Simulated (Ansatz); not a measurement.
HfO2

Input

```
crystal:
  lattice:
    - [0.0, 2.4460436401, 2.5216944743]
    - [2.4460436401, 0.0, 2.5216944743]
    - [2.4460436401, 2.4460436401, 0.0]
  atoms:
    - { symbol: Hf, position: [0.0, 0.0, 0.0] }
    - { symbol: O, position: [0.25, 0.25, 0.25] }
    - { symbol: O, position: [0.75, 0.75, 0.75] }
basis:
  ecutwfc: 520.0
kpoints:
  mp_grid: { grid: [8, 8, 8] }
hamiltonian:
  xc: pbesol
scf:
  occupations: { method: gaussian, width: 0.05 }
output:
  forces: true
  stress: true
  eigenvalues: true
  write_density: true
  write_potential: true
  elf: true
  volumetric_format: npy
```

Command:

```sh
ansatz run input.yaml --threads 1 --pin off --max-ram 2048MiB --backend cpu --events-out ev --progress --plain --runs-dir out
```

Below, planes, directions and counts refer to the conventional cell (a = 3.46 Å, b = 3.46 Å, c = 5.04 Å, α = 90.00°, β = 90.00°, γ = 90.00°).

Space group I4/mmm; changed on purpose from its base cell (normal strain along x -0.0300, normal strain along y -0.0300); computed pressure about 18 GPa in this cell.

Method: Ansatz 0.2.0, DFT PBEsol, scalar-relativistic, plane waves, PAW.

The density is the valence pseudo-density of a PAW calculation; it isn't the true density close to the nuclei.

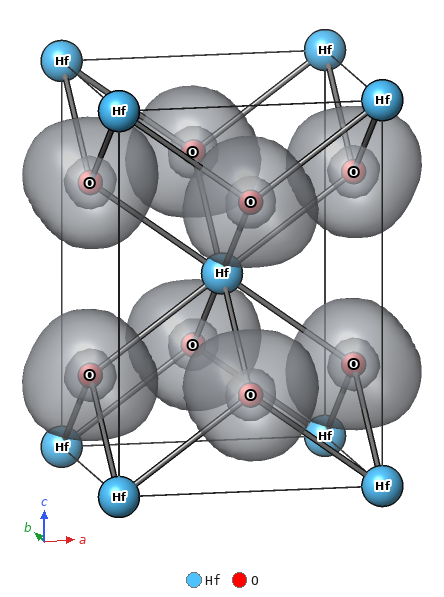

Figure 1. Isosurface of the electron localisation function at 0.65 (grey), seen slightly off an axis. Core shells and regions of very low density are left out. Sticks mark near contacts.

Q: Where are the electrons localised?

A: The surface consists of four regions wrapped around O (the valence shell of each), counted in one cell of 6 atoms. Regions shared between cells count once. Profiles from the grid: Hf–O (2.14 Å): the ELF peaks at about 0.85 in the valence shell of O, 0.6 Å from its nucleus, and drops to about 0.20 between the two atoms: no shared electron pair shows on this line.

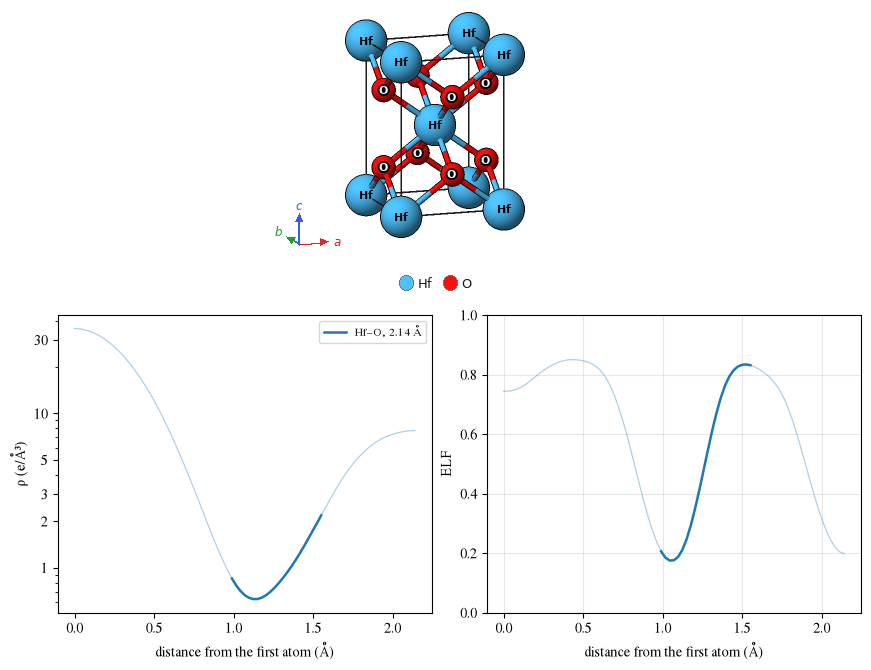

Figure 2. Valence pseudo-density and ELF along straight lines between neighbouring atoms. Thin, pale parts lie inside the atomic spheres. The structure is drawn too.

Q: What can be read from the curves?

A: Hf–O (2.14 Å): ρ at the midpoint is about 0.66 e/Å³; the ELF peaks at about 0.85 in the valence shell of O, 0.6 Å from its nucleus, and drops to about 0.20 between the two atoms: no shared electron pair shows on this line.

Q: Does the calculation make it a metal, or give it a gap?

A: It is gapped, with a Kohn–Sham gap of 3.6 eV on the k-point mesh, an upper bound to the gap of this method.
